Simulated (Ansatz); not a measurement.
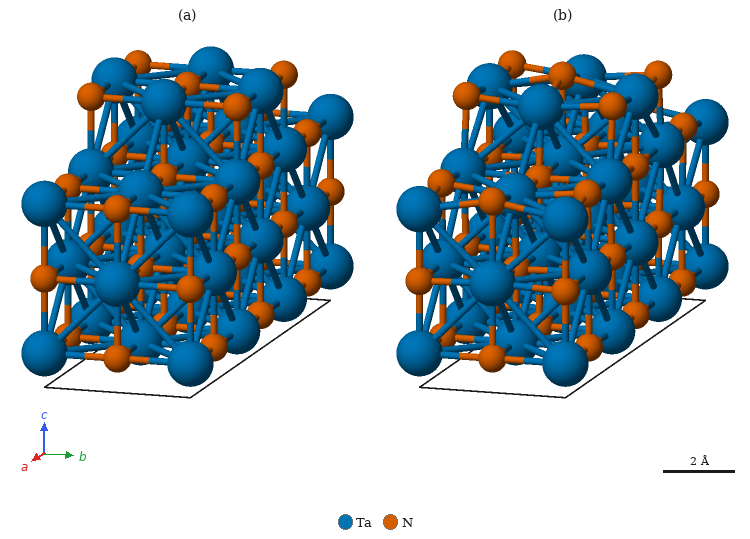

The structure of a slab of composition TaN (cut from the Fm-3m phase) before (left) and after (right) a constrained relaxation, at one scale.

The picture is a ball-and-stick view of the cell of the calculation, outlined in the plane, without the vacuum (origin shifted), seen slightly off an axis.

Case: stripe over 1.5 of 3 cells, two steps. 12 atoms are held fixed.

The calculation used DFT PBEsol, scalar-relativistic, plane waves, PAW in Ansatz. (plane-wave cutoff 420 eV; k-point mesh 3 × 8 × 1; occupations gaussian; smearing width 0.1 eV; no spin polarisation; dipole correction; atoms relaxed in a fixed cell; force threshold 0.02 eV/Å; at most 45 steps)

**Summarise the run.**

Over 8 accepted moves (9 points after the start) the energy falls by 2.483 eV per cell of the calculation. The largest force component goes from 3.2 to 0.018 eV/Å. 1 step only repeated the SCF at the same geometry. An N atom moves most: 0.29 Å along the normal (+c). By element the largest moves are N 0.29 Å, Ta 0.27 Å. The cell doesn't change. Near-neighbour distances that change, for instance: Ta–Ta 3.094 → 2.786 Å, Ta–Ta 3.094 → 3.381 Å, N–Ta 2.188 → 2.451 Å, N–Ta 2.188 → 2.420 Å. Among the angles between lasting bonds that change: Ta–N–Ta 180.0° → 152.9°, Ta–N–Ta 180.0° → 156.2°, Ta–N–Ta 180.0° → 160.4°.
